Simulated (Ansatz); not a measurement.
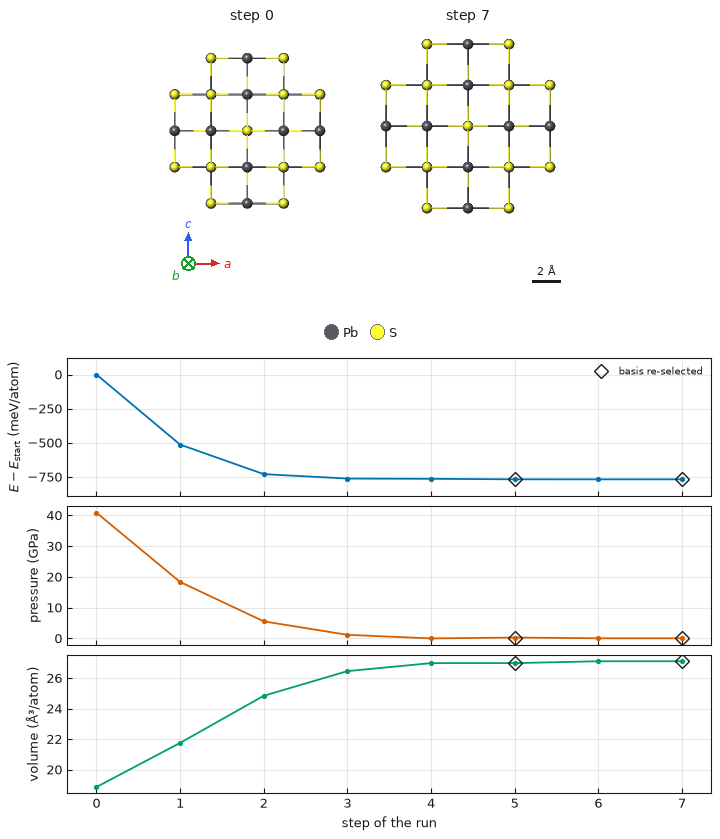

First and last geometry of a relaxation of a crystal of PbS (built on the rocksalt type), with the history of the run. A ball-and-stick model of the conventional cell (4 times the calculation's cell), seen along the b axis. Lengths and directions refer to the drawn axes.

All numbers below come from DFT, PBE, plane waves, PAW in Ansatz 0.2.0.

Input file:
```yaml
crystal:
  lattice:
    - [0.0, 2.661625, 2.661625]
    - [2.661625, 0.0, 2.661625]
    - [2.661625, 2.661625, 0.0]
  atoms:
    - { symbol: Pb, position: [0.0, 0.0, 0.0] }
    - { symbol: S, position: [0.5, 0.5, 0.5] }
kpoints:
  mp_grid: { grid: [8, 8, 8] }
hamiltonian:
  xc: pbe
scf:
  occupations: { method: fermi_dirac, width: 0.02 }
relax:
  f_tol: 0.005
  cell: {}
```

Run as
```bash
ansatz run input.yaml --threads 4 --pin off --max-ram 7372MiB --backend cpu --events-out ev --progress --plain --runs-dir out
```

**Did the run converge, and what did it change?**

It converged. After 5 accepted moves (7 points after the start) the energy has fallen by 768 meV per atom. All forces vanish by symmetry, so only the cell relaxes. Pressure: 40.87 GPa at the start and 0.03 GPa at the end. The SCF was repeated twice at an unchanged geometry on a basis and grid sized afresh for the cell, which shifted the energy by 3.8 meV per atom at most. The atoms keep their places relative to the cell (all moves are under 0.005 Å). The drawn cell changes as follows: a = b = c 5.323 → 6.008 Å (+12.9 %); the volume changes by +43.7 %. Some distances before and after: Pb1–S2 2.662 → 3.004 Å. The space group stays Fm-3m (No. 225). The run took 1.9 s on 4 threads of Intel(R) Xeon(R) 6975P-C (Granite Rapids), with other jobs on the host, peak memory 0.41 GiB.

```csv
step,"E − E(0), meV/atom","pressure, GPa","volume, Å³/atom",note
0,0.00,40.87,18.856,
1,-513.36,18.33,21.750,
2,-729.61,5.52,24.840,
3,-762.09,1.16,26.457,
4,-763.86,-0.02,26.982,
5,-767.68,0.27,26.982,"same geometry, new basis"
6,-767.78,0.03,27.104,
7,-767.79,0.03,27.104,"same geometry, new basis"
```
